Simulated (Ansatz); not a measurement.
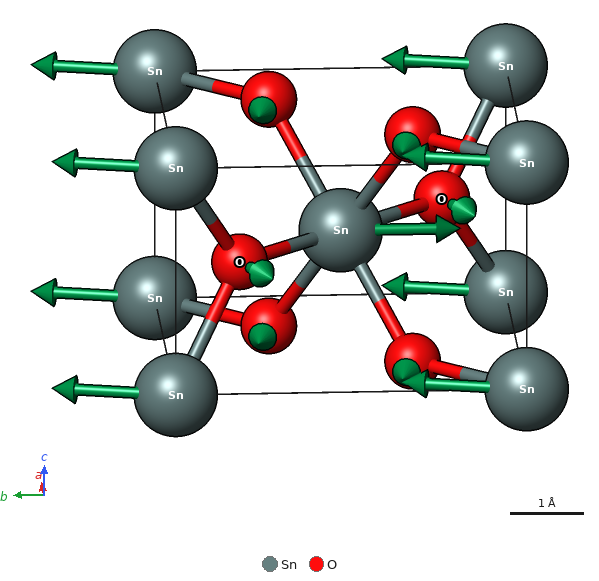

One vibrational mode of a crystal of SnO2 at the zone centre. The green arrows give the relative displacements of the atoms. Style: ball-and-stick. Shown: the cell of the calculation, from a free direction.

Computed with DFT PBE, scalar-relativistic, plane waves, PAW in Ansatz.

Input file:
```yaml
crystal:
  lattice:
    - [4.8277050007, 0.0, 0.0]
    - [0.0, 4.8277050007, 0.0]
    - [0.0, 0.0, 3.2379909335]
  atoms:
    - { symbol: Sn, position: [0.0, 0.0, 0.0] }
    - { symbol: Sn, position: [0.5, 0.5, 0.5] }
    - { symbol: O, position: [0.3066050867, 0.3066050867, 0.0] }
    - { symbol: O, position: [0.1933949133, 0.8066050867, 0.5] }
    - { symbol: O, position: [0.6933949133, 0.6933949133, 0.0] }
    - { symbol: O, position: [0.8066050867, 0.1933949133, 0.5] }
basis:
  ecutwfc: 420
kpoints:
  mp_grid: { grid: [6, 6, 8] }
hamiltonian:
  xc: pbe
scf:
  occupations: { method: gaussian, width: 0.05 }
output:
  eigenvalues: true
phonons:
  method: fd
  supercell: [1, 1, 1]
  amplitude: 0.02
  eigenvectors: true
  dielectric: false
```

Run as
```bash
ansatz run input.yaml --threads 2 --pin off --max-ram 5120MiB --backend cpu --events-out ev --progress --plain --runs-dir out
```

Frequencies are those without the non-analytic (LO–TO) term.

What mode is this, and where does it lie in the spectrum?

Answer. This is the E_u mode (doubly degenerate; one member of the set is drawn) at 32.3 meV, optical level 4 of 11, counted from below, infrared-active by symmetry. It stretches the shortest O–Sn bonds (2.09 Å); the kinetic energy is shared as Sn 93 %, O 7 %.
